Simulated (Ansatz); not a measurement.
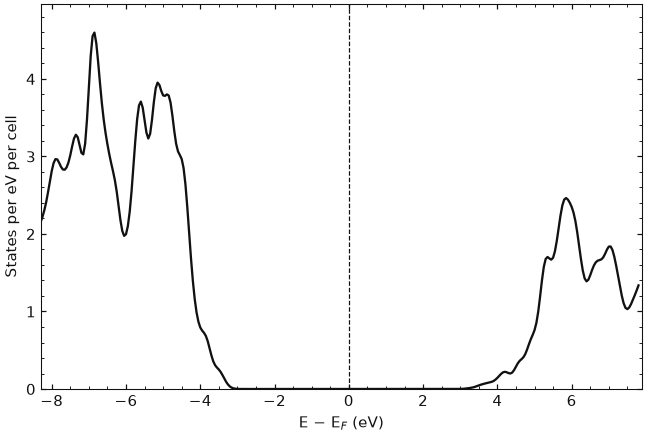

Density of states. Energies are counted from the Fermi level. The curve is built from the levels of the k mesh with Gaussians 0.3 eV wide, which also blur the band edges.

Structure: SiO₂, space group P4_2/mnm (No. 136), 6 atoms in the cell, rutile type.

Level of theory: DFT, r2SCAN+rVV10, plane waves, PAW, no spin polarisation, 8×8×10 k mesh, 500 eV cutoff, Fermi-Dirac smearing of 0.03 eV; code Ansatz 0.2.0.

**Is there a gap at the Fermi level, and how wide?**

There is a gap; over the k points computed it is 6.56 eV (direct among those points).
